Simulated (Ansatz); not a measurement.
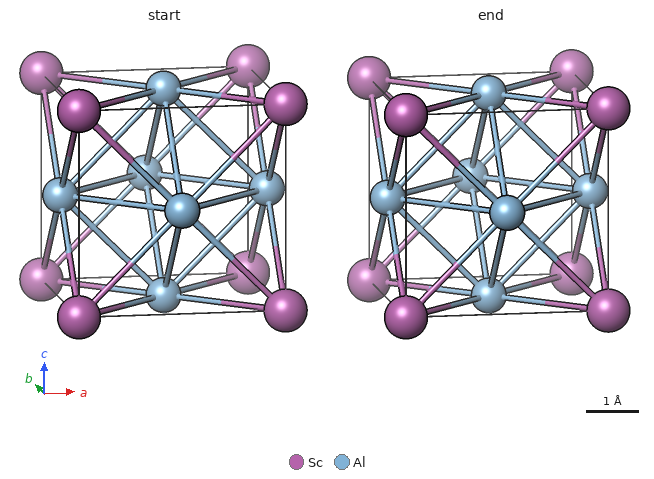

The structure of a crystal of ScAl$_{3}$ (set up in Pm-3m) before (left) and after (right) a relaxation, at one scale.

Style: ball-and-stick. Shown: the cell of the calculation, slightly off an axis.

The run lets cell and atoms move.

Level of theory: Ansatz, Kohn-Sham DFT of a periodic cell, PBEsol, Ansatz PAW.

The input:
```yaml
crystal:
  lattice:
    - [4.08780657, 0.0, 0.0]
    - [0.0, 4.08780657, 0.0]
    - [0.0, 0.0, 4.08780657]
  atoms:
    - { symbol: Sc, position: [0.0, 0.0, 0.0] }
    - { symbol: Al, position: [0.5, 0.5, 0.0] }
    - { symbol: Al, position: [0.0, 0.5, 0.5] }
    - { symbol: Al, position: [0.5, 0.0, 0.5] }
hamiltonian:
  xc: pbesol
  pseudopotentials: { kind: paw }
kpoints:
  mp_grid: { grid: [7, 7, 7] }
scf:
  occupations: { method: fermi_dirac, width: 0.05 }
output:
  forces: true
  stress: true
  eigenvalues: true
relax:
  f_tol: 0.01
  max_steps: 40
  cell: { stress_tol: 0.05, p_target: 5.0 }
```

Launched with:
```bash
ansatz run input.yaml --threads 2 --pin off --max-ram 5632MiB --backend cpu --events-out ev --progress --plain --runs-dir out
```

> Summarise the run.

No atom moves by more than 0.005 Å relative to the cell. Cell: a = b = c 4.088 → 4.005 Å (−2.0 %). Volume −6.0 %. Near-neighbour distances that change, for instance: Al–Sc 2.891 → 2.832 Å, Al–Al 2.891 → 2.832 Å. The space group stays Pm-3m (No. 221). The energy rises by 11.3 meV per atom in 4 accepted moves (6 points after the start). With the target pressure of 5 GPa, the enthalpy E + pV changes by −20.4 meV per atom. All forces vanish by symmetry, so only the cell relaxes. The pressure goes from −1.12 to 5.00 GPa. At 2 points the geometry stayed and the basis and grid were re-selected for the new cell (energy shift of 0.2 meV per atom at most each time).
